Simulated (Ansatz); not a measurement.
**ZrN: density, localisation and related maps**

```
Zr N
1.0
     4.64015    0.00000    0.00000
     0.00000    4.64015    0.00000
     0.00000    0.00000    4.64015
Zr N
4 4
Cartesian
  0.0000 0.0000 0.0000
  2.3201 2.3201 0.0000
  2.3201 0.0000 2.3201
  0.0000 2.3201 2.3201
  2.3201 0.0000 0.0000
  0.0000 2.3201 0.0000
  0.0000 0.0000 2.3201
  2.3201 2.3201 2.3201
```

Space group Fm-3m; a structure generated by program, which may or may not match a known phase; changed on purpose from its base cell (volume × 1.03); computed pressure about −7 GPa in this cell; computed without spin polarisation.

Method: Ansatz, DFT PBE, scalar-relativistic, plane waves, PAW.

Core electrons are frozen (PAW), and the valence fields are smoothed inside the atomic spheres.

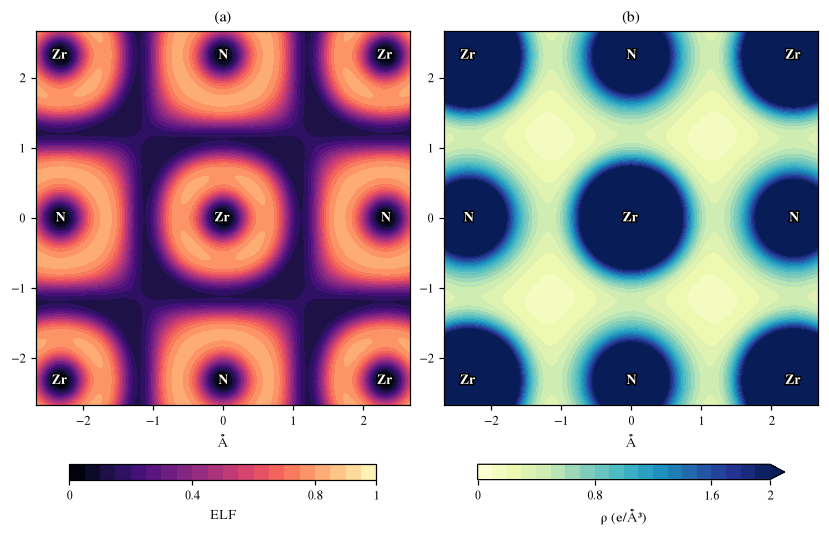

Figure 1. (a) electron localisation function; (b) valence electron density on the (010) plane of the conventional cell.

Q: Interpret the plot.

A:
- Atoms in the plane: Zr and N.
- Zr–N (2.32 Å): ρ is about 0.43 e/Å³ halfway; the ELF peaks at about 0.80 in the valence shell of N, 0.7 Å from its nucleus, and drops to about 0.15 between the two atoms: no localised pair shows between them.
- Between the atoms the lowest density in this plane is 0.16 e/Å³.
- The features right at Zr lie inside the PAW spheres, where the map follows smoothed inner orbitals and isn't to be read closely.

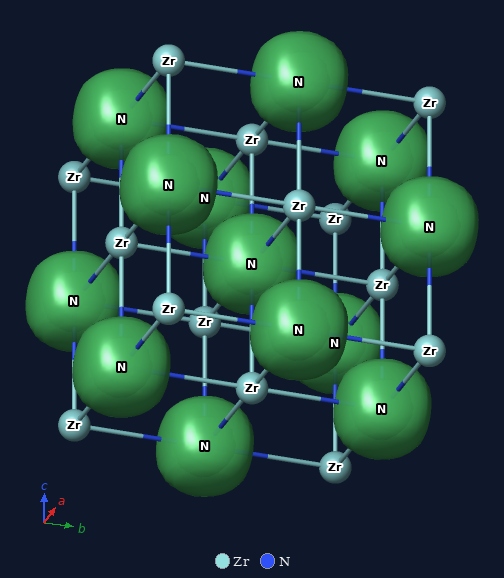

Figure 2. Isosurface of the electron localisation function at 0.75 (green), seen at an oblique angle. Core shells and regions of very low density are left out. Sticks mark near contacts.

Q: What do the ELF domains correspond to?

A: The surface consists of four regions wrapped around N (the valence shell of each), counted in one cell of 8 atoms. Any copies at cell faces, edges or corners count once.

Q: Does the calculation make it a metal, or give it a gap?

A: It is metallic or semimetallic at this level of theory: no gap opens.
